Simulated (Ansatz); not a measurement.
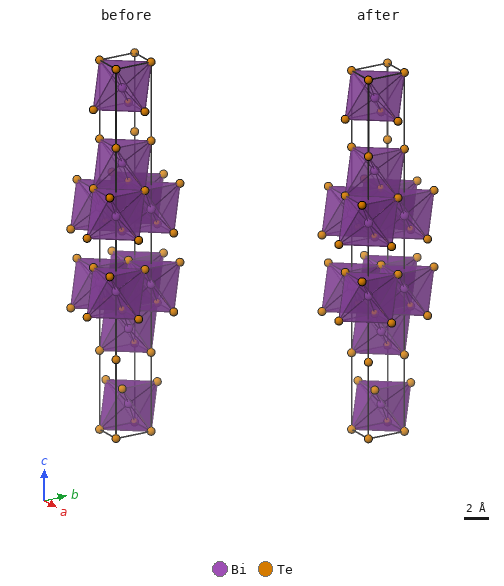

Left: crystalline Bi2Te3 (built on the tetradymite type). Right: the same structure after one change, at the same scale. The picture is a polyhedral view of the conventional cell (3 times the calculation's cell), seen slightly off an axis. Lengths and directions refer to the drawn axes.

All numbers below come from DFT, HSE06, plane waves, PAW in Ansatz 0.2.0. (plane-wave cutoff 420 eV; k-point mesh 4 × 4 × 4; occupations fixed; no spin polarisation)

Question: Which change leads from the left to the right?

Answer: The cell is strained by −2.8 % along c and +2.5 % across it (volume +2.1 %) and atoms are displaced by 0.01 Å relative to the cell. No relaxation follows.

Question: What does the change do?

Answer: It costs 8.8 meV per atom. Pressure: 0.0 GPa before, −1.1 GPa after. The principal stresses (compression positive) are 0.0 GPa along c and −1.6 GPa across it. The largest forces, 0.14 eV/Å, act on 2 Te atoms of the calculation's cell. The band gap: 0.84 eV before, 0.61 eV after. Some distances before and after: Bi–Te 3.061 → 3.086 Å, Bi–Te 3.254 → 3.275 Å. The space group stays R-3m (No. 166).

Limits of the set-up: layers or molecules are held without a dispersion correction, so their spacing is unreliable.
